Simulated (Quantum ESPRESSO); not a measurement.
## GaN (F-43m): a worked LO-TO splitting

How high does the longitudinal optical mode of GaN (F-43m) lie, given the transverse one, the Born charge and ε∞?

Program: Quantum ESPRESSO 7.5. Level of theory: DFT LDA, scalar-relativistic, plane waves, PseudoDojo norm-conserving pseudopotentials. Results are calculated unless marked as measured.

## 1. The relaxed structure

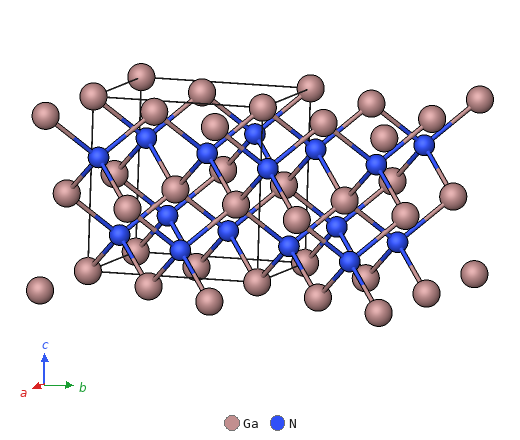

The cell as given, slightly off an axis (gallium pink, nitrogen blue). 2×2×1 cells are drawn. This picture shows the conventional cell, with its axes. Bonds to atoms that aren't drawn are left out. Some periodic images of atoms are drawn too.

This is the cell after its relaxation at this level of theory, not the database cell from which that began.

## 2. What the response run gave

A linear-response run on the relaxed cell, with the response to an electric field; only its zone-centre results are used. Cutoff 84 Ry, k mesh 12×12×12.

The log of the run:

```text
[banners, grids, parts of the stress and lines that vanish by symmetry left out]
Program PHONON v.7.5
     Reading xml data from directory:

[...]
Exchange-correlation= PW
                           (   1   4   0   0   0   0   0)
[...]
kinetic-energy cut-off    =      84.0000  Ry
     charge density cut-off    =     336.0000  Ry
     convergence threshold     =      1.0E-18
[...]
Exchange-correlation= PW
                           (   1   4   0   0   0   0   0)
[...]
q = (   0.0000000   0.0000000   0.0000000 )
     25 Sym.Ops. (with q -> -q+G )
     G cutoff =  301.3298  (  15473 G-vectors)     FFT grid: ( 36, 36, 36)
     number of k points=    72
[...]
Mode symmetry, T_d (-43m)  point group:
[...]
Dielectric constant
[...]
End of electric fields calculation
          Dielectric constant in cartesian axis
          (       5.764477819      -0.000000000      -0.000000000 )
          (      -0.000000000       5.764477819       0.000000000 )
          (      -0.000000000       0.000000000       5.764477819 )
          Effective charges (d Force / dE) in cartesian axis without acoustic sum rule applied (asr)
           atom    1  Ga    Mean Z*:        2.64536
      Ex  (        2.64536        0.00000        0.00000 )
      Ey  (        0.00000        2.64536       -0.00000 )
      Ez  (        0.00000       -0.00000        2.64536 )
           atom    2  N     Mean Z*:       -2.64582
      Ex  (       -2.64582        0.00000        0.00000 )
      Ey  (        0.00000       -2.64582        0.00000 )
      Ez  (        0.00000        0.00000       -2.64582 )
          Effective charges Sum: Mean:       -0.00046
[...]
Effective charges (d Force / dE) in cartesian axis with asr applied:
           atom    1  Ga    Mean Z*:        2.64559
[...]
atom    2  N     Mean Z*:       -2.64559
[...]
Representation #   1 modes #   1   2   3
[...]
End of self-consistent calculation
     Convergence has been achieved
     Representation #   2 modes #   4   5   6
[...]
End of self-consistent calculation
     Convergence has been achieved
[...]
Dielectric constant in cartesian axis
          (       5.764477819      -0.000000000      -0.000000000 )
          (      -0.000000000       5.764477819       0.000000000 )
          (      -0.000000000       0.000000000       5.764477819 )
          Effective charges (d Force / dE) in cartesian axis without acoustic sum rule applied (asr)
           atom    1  Ga    Mean Z*:        2.64536
      Ex  (        2.64536        0.00000        0.00000 )
      Ey  (        0.00000        2.64536       -0.00000 )
      Ez  (        0.00000       -0.00000        2.64536 )
           atom    2  N     Mean Z*:       -2.64582
      Ex  (       -2.64582        0.00000        0.00000 )
      Ey  (        0.00000       -2.64582        0.00000 )
      Ez  (        0.00000        0.00000       -2.64582 )
          Effective charges Sum: Mean:       -0.00046
[...]
Effective charges (d Force / dE) in cartesian axis with asr applied:
           atom    1  Ga    Mean Z*:        2.64559
[...]
atom    2  N     Mean Z*:       -2.64559
[...]
q = (    0.000000000   0.000000000   0.000000000 )
[...]
freq (    1) =      -0.109026 [THz] =      -3.636722 [cm-1]
     freq (    2) =      -0.109026 [THz] =      -3.636722 [cm-1]
     freq (    3) =      -0.109026 [THz] =      -3.636722 [cm-1]
     freq (    4) =      16.604510 [THz] =     553.866834 [cm-1]
     freq (    5) =      16.604510 [THz] =     553.866834 [cm-1]
     freq (    6) =      16.604510 [THz] =     553.866834 [cm-1]
[...]
Mode symmetry, T_d (-43m)  point group:
     freq (   1-   3) =         -3.6  [cm-1]   --> T_2  G_15 P_4   I+R
     freq (   4-   6) =        553.9  [cm-1]   --> T_2  G_15 P_4   I+R

   JOB DONE.
```

| quantity | value |
| --- | --- |
| cell volume Ω (Å³) | 22.074 |
| mass of Ga (u) | 69.723 |
| mass of N (u) | 14.007 |
| Born charge of Ga, raw (e) | 2.645 |
| Born charge of N, raw (e) | -2.646 |
| ε∞ | 5.764 |
| ω(TO) after the sum rule (cm⁻¹) | 553.9 |

## 3. The calculation

The charges must sum to zero over the cell; taking off their mean, 0.000 e, leaves Z* = 2.646 e on Ga. In the polar mode Ga moves against N, so the reduced mass is μ = 69.72 × 14.01 / 83.73 = 11.664 u.

A longitudinal wave builds up a field that adds to the restoring force: ω(LO)² = ω(TO)² + 4π Z*² / (μ Ω ε∞), in Hartree atomic units. With μ = 21262 electron masses and Ω = 148.96 bohr³ the second term is 4.8175e-06 Ha², or 232052 cm⁻² (1 Ha = 219474.6 cm⁻¹).

So ω(LO) = √(306761 + 232052) = 734.0 cm⁻¹, and by the Lyddane-Sachs-Teller relation ε₀ = ε∞ (ω(LO)/ω(TO))² = 10.13.

## 4. Check against the program

The analysis program adds the same non-analytic term to the full matrix, here for q along (1 0 0).

The log of the run:

```text
[banner, memory and clock lines left out]
Program DYNMAT v.7.5

     Reading Dynamical Matrix from file g.dyn
     ...Force constants read
     ...epsilon and Z* read

     Polarizability (A^3 units)
     multiply by 0.386375 for Clausius-Mossotti correction
         8.369273   -0.000000   -0.000000
        -0.000000    8.369273    0.000000
        -0.000000    0.000000    8.369273

     IR activities are in (D/A)^2/amu units

# mode   [cm-1]    [THz]      IR
    1     -0.00   -0.0000    0.0000
    2     -0.00   -0.0000    0.0000
    3      0.00    0.0000    0.0000
    4    553.86   16.6044   13.8444
    5    553.86   16.6044   13.8444
    6    734.04   22.0060   13.8444
```

ε₀ comes from the program's run without a direction of q.

| quantity | by hand | program |
| --- | --- | --- |
| ω(LO) (cm⁻¹) | 734.0 | 734.0 |
| ε₀ | 10.13 | 10.12 |

## 5. Outcome

| Property | Result |
| --- | --- |
| TO mode | 553.9 cm⁻¹ |
| LO mode | 734.0 cm⁻¹ |
| static dielectric constant | 10.12 |

What this shows: The LO mode of GaN (F-43m) lies at 734 cm⁻¹, 180 cm⁻¹ above the TO mode; the formula meets the program within 0.1 cm⁻¹, as it must for a cubic crystal with one polar mode. ω(LO)² − ω(TO)² goes with Z*²/ε∞: an error of 5 % in ε∞ would move the LO mode by 7.6 cm⁻¹, and semilocal functionals tend to overestimate ε∞. These are harmonic values at zero temperature, at the volume of this functional, for the structure held cubic; stability elsewhere in the zone is no part of this calculation.

[Host names and launcher messages were left out of these logs when they were recorded.]

[Logs are printed without paths, hosts, clocks, repeated set-up lines and the standing remarks that a program may print on its own settings, such as how far it seeks lower states.]

[Hosts, paths, dates, database ids (printed as entryN), source tags and the programs' standing remarks are cut or masked in the printed files.]
